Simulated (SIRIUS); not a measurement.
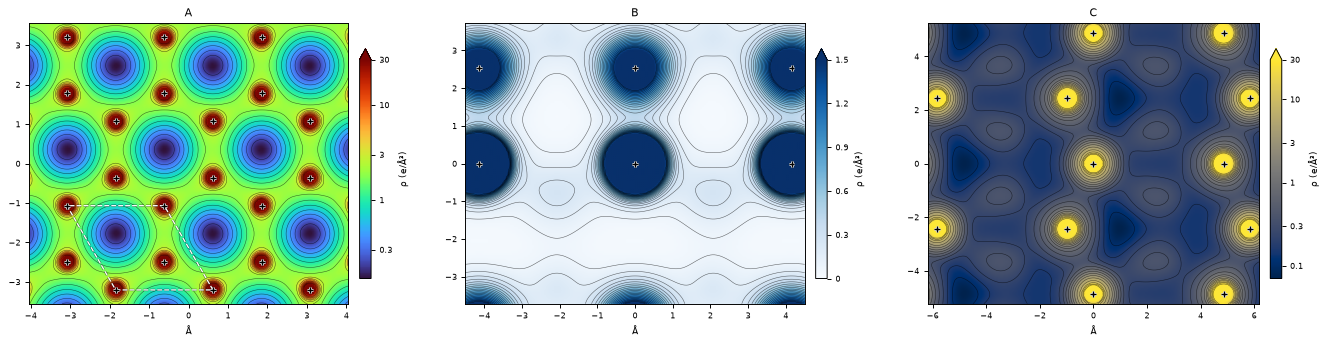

The electron density of 3 systems, each on a plane through atoms (crosses mark nuclei in the plane).

Level of theory: SIRIUS, Kohn-Sham DFT of a periodic cell, PBE, all-electron FP-LAPW.

System 1: CdS, the (100) plane of the conventional cell. Space group P6₃mc.

```
CELL_PARAMETERS angstrom
4.15000 0.00000 0.00000
-2.07500 3.59401 0.00000
0.00000 0.00000 6.73700
ATOMIC_POSITIONS crystal
Cd 0.66667 0.33333 0.50000
Cd 0.33333 0.66667 0.00000
S 0.66667 0.33333 0.87500
S 0.33333 0.66667 0.37500
```

System 2: NbAs, the (110) plane of the conventional cell. Space group I4₁md.

```xyz
8
Lattice="3.4517 0.0000 0.0000 0.0000 3.4517 0.0000 0.0000 0.0000 11.6800" Properties=species:S:1:pos:R:3 pbc="T T T"
Nb    1.7259    0.0000    2.9200
Nb    0.0000    1.7259    8.7600
Nb    0.0000    0.0000    5.8400
Nb    1.7259    1.7259    0.0000
As    0.0000    1.7259    1.9389
As    1.7259    0.0000    7.7789
As    0.0000    0.0000   10.6989
As    1.7259    1.7259    4.8589
```

System 3: C, the (001) plane of the conventional cell. Space group R-3m; a structure from a database of computed crystals, not necessarily the ambient phase.

```xyz
12
Lattice="2.4664 0.0000 0.0000 -1.2332 2.1359 0.0000 0.0000 0.0000 24.8478" Properties=species:S:1:pos:R:3 pbc="T T T"
C     0.0000    0.0000    2.1660
C     1.2332    0.7120   10.4488
C     0.0000    1.4240   18.7313
C     1.2332    0.7120    2.1662
C     0.0000    1.4240   10.4490
C     0.0000    0.0000   18.7315
C     0.0000    0.0000    6.1163
C     1.2332    0.7120   14.3988
C     0.0000    1.4240   22.6816
C     1.2332    0.7120    6.1165
C     0.0000    1.4240   14.3991
C     0.0000    0.0000   22.6819
```

Match each panel to its system.

Panel A is system 3, C: the plane holds C. C–C (1.42 Å): ρ is about 2 e/Å³ halfway. Panel B is system 1, CdS: the plane holds Cd and S. Cd–S (2.53 Å): the density is about 0.42 e/Å³ at the midpoint. Panel C is system 2, NbAs: the plane holds Nb and As.
